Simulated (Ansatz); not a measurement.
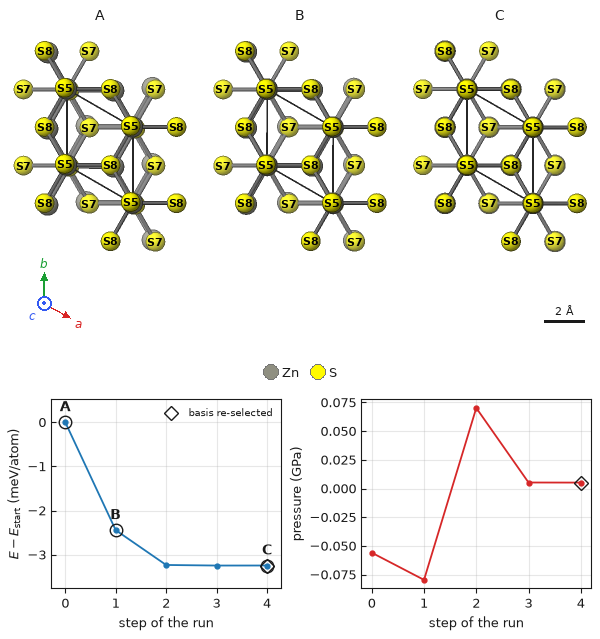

Frames of a relaxation of crystalline ZnS (set up in P2_1), marked on the history of the run. The picture is a ball-and-stick view of the cell of the calculation, seen along the c axis.

Case: mode 4 (57.0 1/cm) frozen in at 0.15 Å; cell and atoms relaxed.

Level of theory: DFT r2SCAN, scalar-relativistic, plane waves, PAW in Ansatz 0.2.0.

Input
```yaml
crystal:
  lattice:
    - [3.8087369231, 0.0, 0.0]
    - [-1.9043684615, 3.2984629317, 0.0]
    - [0.0, 0.0, 12.4664651483]
  atoms:
    - { symbol: Zn, position: [-0.0093972807, 0.0, 0.0001143926] }
    - { symbol: Zn, position: [0.0093972807, 0.0, 0.5001143926] }
    - { symbol: Zn, position: [0.2939501984, 0.6666666667, 0.2500706171] }
    - { symbol: Zn, position: [0.7060498016, 0.3333333333, 0.7500706171] }
    - { symbol: S, position: [-0.0353803304, 0.0, 0.1872361439] }
    - { symbol: S, position: [0.0353803304, 0.0, 0.6872361439] }
    - { symbol: S, position: [0.3401301096, 0.6666666667, 0.4375788464] }
    - { symbol: S, position: [0.6598698904, 0.3333333333, 0.9375788464] }
basis:
  ecutwfc: 500
kpoints:
  mp_grid: { grid: [6, 6, 2] }
hamiltonian:
  xc: r2scan
scf:
  occupations: { method: gaussian, width: 0.05 }
output:
  forces: true
  stress: true
  eigenvalues: true
relax:
  adjacent_minimum: "off"
  f_tol: 0.008
  max_steps: 80
  cell: { stress_tol: 0.08 }
```

Launched with:
```bash
ansatz run input.yaml --threads 2 --pin off --max-ram 5120MiB --backend cpu --events-out ev --progress --plain --runs-dir out
```

Describe the path.

The largest moves, 0.15 Å, are those of Zn3 and Zn4. Zn3 goes along +a. Largest moves by element: Zn 0.15 Å, S 0.13 Å. The lattice vectors keep their values. Near-neighbour distances that change, for instance: Zn3–S5 2.347 → 2.334 Å, Zn3–S5 (another image) 2.322 → 2.334 Å, Zn1–S8 2.341 → 2.333 Å, Zn3–S7 2.344 → 2.337 Å. Among the angles between lasting bonds that change: S6–Zn4–S8 105.8° → 109.6°, S6–Zn4–S8 113.4° → 109.6°, Zn2–S7–Zn3 105.9° → 109.5°. The space group (tolerance 0.01 Å) goes from P2_1 (No. 4) to P6_3mc (No. 186). After 3 accepted moves (4 points after the start) the energy has fallen by 3.2 meV per atom. The largest force component goes from 0.12 to 0.00074 eV/Å. Pressure: −0.06 GPa at the start and 0.01 GPa at the end. At 1 point the geometry stayed and the basis and grid were re-selected for the new cell (energy shift of less than 0.05 meV per atom at most each time). The run took 2.4 min on 2 threads of Arm Neoverse V2, with other jobs on the host, peak memory 0.82 GiB. From step 0 to 1: Zn atoms move most (0.08 Å), energy −2.4 meV per atom. From step 1 to 4: Zn atoms move most (0.07 Å), energy −0.8 meV per atom.

```csv
step,"E − E(0), meV/atom","largest force component, eV/Å","pressure, GPa","volume, Å³/atom",note
0,0.00,0.1190,-0.06,19.577,
1,-2.44,0.0963,-0.08,19.594,
2,-3.23,0.0089,0.07,19.559,
3,-3.25,0.0008,0.01,19.575,
4,-3.25,0.0007,0.01,19.575,"same geometry, new basis"
```
